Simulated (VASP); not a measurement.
# Geometry relaxation of EuO2 (part 2 of 3)

EuO2 (I4/mmm, 3 atoms in the cell); Kohn-Sham DFT of a periodic cell, TPSS, VASP PAW PBE potentials, recommended, spin-polarised (VASP 6.6.1); cutoff 600 eV, 7×7×7 k-mesh, Gaussian smearing of 0.05 eV, collinear spins. The structure derives from a Materials Project entry.

Geometry of the input (Å; fractional positions):
```
-1.9306  1.9306  2.7386
1.9306  -1.9306  2.7386
1.9306  1.9306  -2.7386
Eu 0.5000  0.5000  0.0000
O  0.2500  0.7500  0.5000
O  0.7500  0.2500  0.5000
```

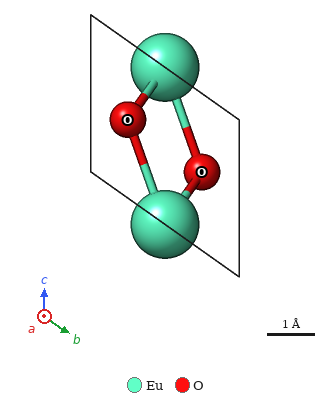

The starting structure (ball-and-stick view of the cell of the calculation, along the a axis).

Parts of OUTCAR, continued
```
The overall configuration has the point symmetry D_4h.

 Subroutine INISYM returns: Found 16 space group operations
 (whereof 16 operations are pure point group operations),
 and found     1 'primitive' translations

----------------------------------------------------------------------------------------

                                     Primitive cell

  volume of cell :      40.8276

  direct lattice vectors                    reciprocal lattice vectors
    -1.930553648  1.930553648  2.738608834     0.000000000  0.258993062  0.182574449
     1.930553648 -1.930553648  2.738608834     0.258993062  0.000000000  0.182574449
     1.930553648  1.930553648 -2.738608834     0.258993062  0.258993062  0.000000000

  length of vectors
     3.867047080  3.867047080  3.867047080     0.316876688  0.316876688  0.366271500

  position of ions in fractional coordinates (direct lattice)
     0.500000000  0.500000000  0.000000000
     0.250000000  0.750000000  0.500000000
     0.750000000  0.250000000  0.500000000

  ion indices of the primitive-cell ions
   primitive index   ion index
                 1           1
                 2           2
                 3           3

----------------------------------------------------------------------------------------

 KPOINTS: k-points

Automatic generation of k-mesh.
 Grid dimensions read from file:
 generate k-points for:    7    7    7

 Generating k-lattice:

  Cartesian coordinates                     Fractional coordinates (reciprocal lattice)
     0.000000000  0.036999009  0.026082064     0.142857143 -0.000000000  0.000000000
     0.036999009  0.000000000  0.026082064    -0.000000000  0.142857143  0.000000000
     0.036999009  0.036999009  0.000000000     0.000000000  0.000000000  0.142857143

  Length of vectors
     0.045268098  0.045268098  0.052324500

  Shift w.r.t. Gamma in fractional coordinates (k-lattice)
     0.000000000  0.000000000  0.000000000

 Subroutine IBZKPT returns following result:
 ===========================================

 Found     40 irreducible k-points:

 Following reciprocal coordinates:
            Coordinates               Weight
  0.000000  0.000000  0.000000      1.000000
  0.142857  0.000000 -0.000000      8.000000
  0.285714  0.000000  0.000000      8.000000
  0.428571  0.000000  0.000000      8.000000
  0.142857  0.142857  0.000000      8.000000
  0.285714  0.142857 -0.000000     16.000000
  0.428571  0.142857  0.000000     16.000000
 -0.428571  0.142857  0.000000     16.000000
 -0.285714  0.142857  0.000000     16.000000
 -0.142857  0.142857  0.000000      4.000000
  0.285714  0.285714 -0.000000      8.000000
  0.428571  0.285714 -0.000000     16.000000
 -0.428571  0.285714 -0.000000     16.000000
 -0.285714  0.285714  0.000000      4.000000
  0.428571  0.428571  0.000000      8.000000
 -0.428571  0.428571  0.000000      4.000000
  0.142857  0.142857  0.142857      8.000000
  0.285714  0.142857  0.142857     16.000000
 -0.142857  0.142857  0.142857      4.000000
  0.285714  0.285714  0.142857      8.000000
  0.428571  0.285714  0.142857      8.000000
 -0.285714  0.285714  0.142857      8.000000
 -0.142857  0.285714  0.142857      8.000000
 -0.428571  0.428571  0.142857      8.000000
 [... further k-points ...]
   k-points           NKPTS =     40   k-points in BZ     NKDIM =     40   number of bands    NBANDS=     22
   number of dos      NEDOS =    301   number of ions     NIONS =      3
   total plane-waves  NPLWV =  32768
   dimension x,y,z NGX =    32 NGY =   32 NGZ =   32
   dimension x,y,z NGXF=    64 NGYF=   64 NGZF=   64
   ions per type =               1   2
   NGX,Y,Z   is equivalent  to a cutoff of  13.76, 13.76, 13.76 a.u.
   NGXF,Y,Z  is equivalent  to a cutoff of  27.51, 27.51, 27.51 a.u.
 SYSTEM =  unknown system
   PREC   = accura    normal or accurate (medium, high low for compatibility)
   ISTART =      0    job   : 0-new  1-cont  2-samecut
   ICHARG =      2    charge: 1-file 2-atom 10-const
   ISPIN  =      2    spin polarized calculation?
   LNONCOLLINEAR =      F non collinear calculations
   LSORBIT =      F    spin-orbit coupling
   LASPH  =      T    aspherical Exc in radial PAW
   ENCUT  =  600.0 eV  44.10 Ry    6.64 a.u.   7.72  7.72  7.72*2*pi/ulx,y,z
   NELM   =    120;   NELMIN=  2; NELMDL= -5     # of ELM steps
   EDIFF  = 0.1E-06   stopping-criterion for ELM
   LREAL  =      F    real-space projection
   EDIFFG = -.1E-01   stopping-criterion for IOM
   NSW    =     40    number of steps for IOM
   IBRION =      2    ionic relax: 0-MD 1-quasi-New 2-CG
   NFREE  =      1    steps in history (QN), initial steepest desc. (CG)
   ISIF   =      3    stress and relaxation
   ISYM   =      2    0-nonsym 1-usesym 2-fastsym
   POTIM  = 0.5000    time-step for ionic-motion
   TEBEG  =    0.0;   TEEND  =   0.0 temperature during run
   PSTRESS=    0.0 pullay stress
   NELECT =      29.0000    total number of electrons
   NUPDOWN=      -1.0000    fix difference up-down
   EMIN   =  10.00;   EMAX   =-10.00  energy-range for DOS
   EFERMI =   0.00;   METHOD = LEGACY
   ISMEAR =     0;   SIGMA  =   0.05  broadening in eV -4-tet -1-fermi 0-gaus
   EFERMI_NEDOS =   21; number of points for ismear=-14 and -15
   IALGO  =     38    algorithm
   IMIX   =      4    mixing-type and parameters
     AMIX     =   0.40;   BMIX     =  1.00
     AMIX_MAG =   1.60;   BMIX_MAG =  1.00
  volume/ion in A,a.u.               =      13.61        91.84
  Fermi-wavevector in a.u.,A,eV,Ry     =   1.460684  2.760292 29.029357  2.133598
  Thomas-Fermi vector in A             =   2.577104
   LORBIT       =     11    0 simple, 1 ext, 2 COOP (PROOUT), +10 PAW based schemes
   METAGGA = TPSS    functional components
   LHFCALC =     F    Hartree Fock is set to
   AEXX    =    0.0000 exact exchange contribution
   IVDW    =     0    specifies the selected vdW correction
   LEPSILON=     F    determine dielectric tensor
   LRPA    =     F    only Hartree local field effects (RPA)
 conjugate gradient relaxation of ions
 spin polarized calculation
 Gauss-broadening in eV      SIGMA  =   0.05
  energy-cutoff  :      600.00
  volume of cell :       40.83
 maximum number of plane-waves:      1376
   NGX = 15   NGY = 15   NGZ = 15

--------------------------------------- Ionic step        1  -------------------------------------------

 number of electron      29.0000007 magnetization       0.3439348

 number of electron      28.9999995 magnetization      -4.9999772

 Free energy of the ion-electron system (eV)
  ---------------------------------------------------
  ext. energy  EPLUGINS =         0.00000000
  ---------------------------------------------------
  free energy    TOTEN  =       -38.66456643 eV

  energy without entropy =      -38.65790176  energy(sigma->0) =      -38.66123410

------------------------ aborting loop because EDIFF is reached ----------------------------------------

  FORCE on cell =-STRESS in cart. coord.  units (eV):
  Direction    XX          YY          ZZ          XY          YZ          ZX
  --------------------------------------------------------------------------------------
  -------------------------------------------------------------------------------------
  Total       -0.5888860     -0.5888860     -0.6325008      0.0000000      0.0000000      0.0000000
  in kB      -23.1093661    -23.1093661    -24.8209228      0.0000000      0.0000000      0.0000000
  external PRESSURE =     -23.6798850 kB  Pullay stress =       0.0000000 kB

 VOLUME and BASIS-vectors are now :
 -----------------------------------------------------------------------------
  energy-cutoff  :      600.00
  volume of cell :       40.83
      direct lattice vectors                 reciprocal lattice vectors
    -1.930553648  1.930553648  2.738608834     0.000000000  0.258993062  0.182574449
     1.930553648 -1.930553648  2.738608834     0.258993062  0.000000000  0.182574449
     1.930553648  1.930553648 -2.738608834     0.258993062  0.258993062  0.000000000

 POSITION                                       TOTAL-FORCE (eV/Angst)
 -----------------------------------------------------------------------------------
      0.00000      0.00000      2.73861        -0.000000     -0.000000     -0.000000
      1.93055      0.00000      1.36930         0.000000     -0.000000      0.000000
      0.00000      1.93055      1.36930        -0.000000      0.000000      0.000000
 -----------------------------------------------------------------------------------
    total drift:                               -0.000000     -0.000000     -0.000000

  FREE ENERGIE OF THE ION-ELECTRON SYSTEM (eV)
  ---------------------------------------------------
  free  energy   TOTEN  =       -38.6645664317 eV

  energy  without entropy=      -38.6579017628  energy(sigma->0) =      -38.66123410

--------------------------------------- Ionic step        2  -------------------------------------------

 number of electron      28.9999996 magnetization      -5.0000007

------------------------ aborting loop because EDIFF is reached ----------------------------------------

  FORCE on cell =-STRESS in cart. coord.  units (eV):
  Direction    XX          YY          ZZ          XY          YZ          ZX
  --------------------------------------------------------------------------------------
  -------------------------------------------------------------------------------------
  Total        0.3812723      0.3812723      0.3482833      0.0000000      0.0000000      0.0000000
  in kB       15.4062384     15.4062384     14.0732356      0.0000000      0.0000000      0.0000000
  external PRESSURE =      14.9619042 kB  Pullay stress =       0.0000000 kB

 VOLUME and BASIS-vectors are now :
 -----------------------------------------------------------------------------
  energy-cutoff  :      600.00
  volume of cell :       39.65
      direct lattice vectors                 reciprocal lattice vectors
    -1.912271677  1.912271677  2.710753971     0.000000000  0.261469124  0.184450528
     1.912271677 -1.912271677  2.710753971     0.261469124  0.000000000  0.184450528
     1.912271677  1.912271677 -2.710753971     0.261469124  0.261469124  0.000000000

 POSITION                                       TOTAL-FORCE (eV/Angst)
 -----------------------------------------------------------------------------------
      1.91227      1.91227      0.00000        -0.000000      0.000000     -0.000000
      1.91227      0.00000      1.35538         0.000000     -0.000000      0.000000
      0.00000      1.91227      1.35538        -0.000000      0.000000     -0.000000
 -----------------------------------------------------------------------------------
    total drift:                                0.000000     -0.000000      0.000000

  FREE ENERGIE OF THE ION-ELECTRON SYSTEM (eV)
  ---------------------------------------------------
  free  energy   TOTEN  =       -38.6681603084 eV

  energy  without entropy=      -38.6612297882  energy(sigma->0) =      -38.66469505

--------------------------------------- Ionic step        3  -------------------------------------------

 number of electron      28.9999996 magnetization      -5.0000002

 Free energy of the ion-electron system (eV)
  ---------------------------------------------------
  ext. energy  EPLUGINS =         0.00000000
  ---------------------------------------------------
  free energy    TOTEN  =       -38.67015315 eV

  energy without entropy =      -38.66330157  energy(sigma->0) =      -38.66672736

 E-fermi :   1.9590     XC(G=0): -11.4684     alpha+bet :-11.9482

 val. band max:        1.9584031563   @ k =  -0.1429   0.4286   0.1429
 cond. band min:       1.9594733861   @ k =  -0.2857  -0.4286   0.2857
 fundamental gap:      0.0010702299
 Fermi energy:         1.9590182206

 spin component 1

 k-point     1 :       0.0000    0.0000    0.0000
  band No.  band energies     occupation
      1     -36.0220      1.00000
      2     -16.0837      1.00000
      3     -14.8332      1.00000
      4     -14.8315      1.00000
      5     -14.8315      1.00000
      6     -14.7797      1.00000
      7      -2.2527      1.00000
      8      -2.2527      1.00000
      9      -2.2369      1.00000
     10       0.8741      1.00000
     11       0.8846      1.00000
     12       0.8846      1.00000
     13       5.7922      0.00000
     14       6.1806      0.00000
     15       6.1817      0.00000
     16       6.1817      0.00000
     17       6.2880      0.00000
     18       6.2880      0.00000
     19       6.2938      0.00000
     20       8.4617      0.00000
     21       8.7747      0.00000
     22       8.8059      0.00000

 k-point     2 :       0.1429    0.0000   -0.0000
  band No.  band energies     occupation
      1     -36.0067      1.00000
      2     -16.6268      1.00000
      3     -14.9571      1.00000
      4     -14.8618      1.00000
      5     -14.8603      1.00000
      6     -14.1633      1.00000
      7      -2.0905      1.00000
      8      -2.0814      1.00000
      9      -1.8430      1.00000
     10       0.5971      1.00000
     11       0.7610      1.00000
     12       0.7658      1.00000
     13       5.8014      0.00000
     14       6.1509      0.00000
     15       6.1517      0.00000
     16       6.1827      0.00000
     17       6.2140      0.00000
     18       6.2645      0.00000
     19       6.2672      0.00000
     20       8.9689      0.00000
     21       9.0006      0.00000
     22       9.0546      0.00000
```
